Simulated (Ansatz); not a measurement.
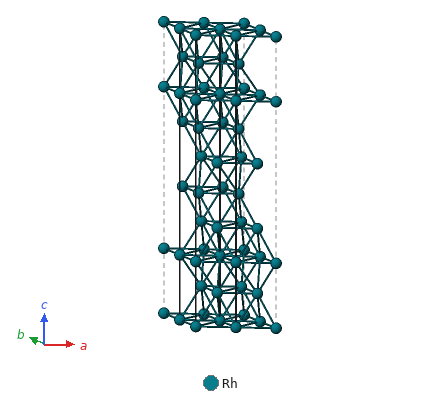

The structure; the drawing may span several cells.

Given this structure, the end point of a relaxation with DFT PBE, scalar-relativistic, plane waves, PAW in Ansatz; the starting structure was generated, so it need not be a known form of this composition, written in its standard cell:

```
CELL_PARAMETERS angstrom
2.71199 0.00000 0.00000
-1.35599 2.34865 0.00000
0.00000 0.00000 19.89629
ATOMIC_POSITIONS crystal
Rh 0.00000 0.00000 0.00000
Rh 0.00000 0.00000 0.77721
Rh 0.33333 0.66667 0.88945
Rh 0.66667 0.33333 0.33333
Rh 0.66667 0.33333 0.11055
Rh 0.00000 0.00000 0.22279
Rh 0.33333 0.66667 0.66667
Rh 0.33333 0.66667 0.44388
Rh 0.66667 0.33333 0.55612
```

Q: What does the kinematic electron diffraction pattern along [100] look like at 200 kV (B = 0.3 Å²)?

A: The spots form an oblique net whose two shortest vectors correspond to d = 6.63 Å and 2.33 Å, 83.3° apart. They are 0 0 3 (itself too weak to see) and 0 -1 1. The pattern has symmetry 2. The lattice centring (R) removes all reflections that break −h + k + l = 3n; reflections such as 0 0 3, 0 0 24 are allowed but too weak to see at this display level.

Strongest reflections with d > 0.80 Å, one of each family (|F|² from tabulated Gaussian fits of the electron scattering factors, times a small damping for the curvature of the Ewald sphere):

```
    hkl  d (Å)  I (strongest = 100)
  0 0 9  2.211                  100
 0 1 -4  2.124                   68
  0 1 5  2.023                   60
0 1 -13  1.282                   24
 0 0 18  1.105                   22
 0 1 -1  2.332                   22
```

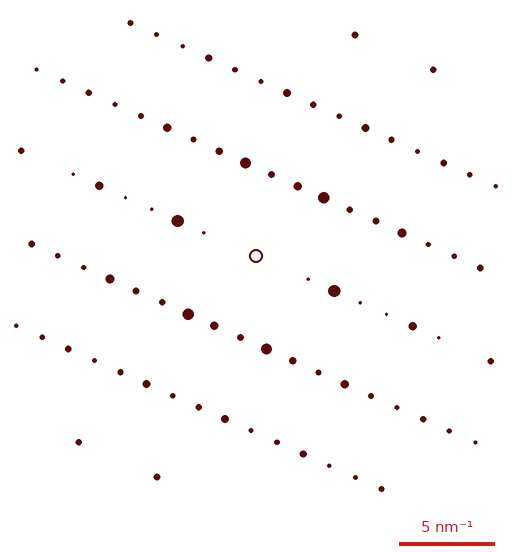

Calculated pattern, seen from the source side with [100] pointing towards the source.
